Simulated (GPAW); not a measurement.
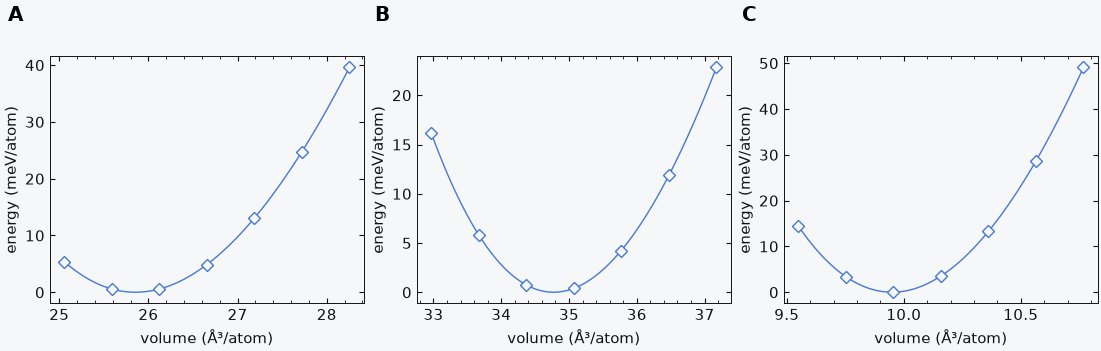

Each panel shows the energy against volume for one of these solids: Bi, R-3m (No. 166); Sb, P6_3/mmc (No. 194); TiC, Fm-3m (No. 225).

Method: PAW DFT in plane waves, on a grid or in atomic orbitals, no spin polarisation; energies at scaled volumes of the given cell, shape and fractions fixed, counted from the fit's minimum, third-order Birch-Murnaghan fit (GPAW 26.7.0). Level: PBEsol.

Match the panels to the solids.

A is Sb (energy from 0.55 meV/atom to 39.60 meV/atom, V0 25.86 Å³/atom, B0 66.4 GPa); B is Bi (energy from 0.39 meV/atom to 22.83 meV/atom, V0 34.77 Å³/atom, B0 50 GPa); C is TiC (energy from 0.00 meV/atom to 49.08 meV/atom, V0 9.95 Å³/atom, B0 268 GPa).

For Bi, limits of the calculation: spin-orbit coupling left out, heavy elements; shape and atomic fractions are frozen while scaling, which makes layered, chain and framework solids too stiff.

For Sb, limits of the calculation: shape and atomic fractions are frozen while scaling, which makes layered, chain and framework solids too stiff.
